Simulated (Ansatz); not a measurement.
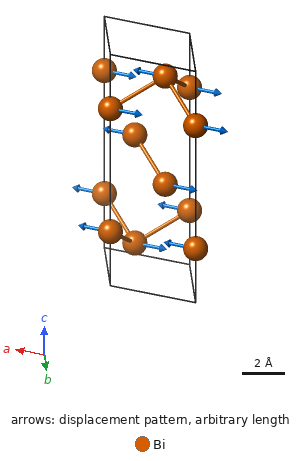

Phonons of crystalline Bi, space group R-3m (No. 166), at the zone centre. The optical levels lie at 72 (×2), 97 cm⁻¹. One mode is drawn. The blue arrows are the displacements of the atoms (eigenvector over the root of the mass), of arbitrary overall length and sign. A ball-and-stick model of the conventional cell (3 times the calculation's cell), seen from a free direction. Lengths and directions refer to the drawn axes.

These are results of DFT PBE, scalar-relativistic, plane waves, PAW in Ansatz, not measurements. Settings: plane-wave cutoff 420 eV; k-point mesh 12 × 12 × 12; occupations fermi dirac; smearing width 0.15 eV; no spin polarisation.

The frequencies depend somewhat on the k-mesh and the smearing.

**To which level does it belong?**

The level at 72 cm⁻¹. This is the E_g mode (doubly degenerate; one member of the set is drawn), the lowest optical level, Raman-active by symmetry. All motion is along a; atoms of one kind move against one another, with no net shift of their sublattice.
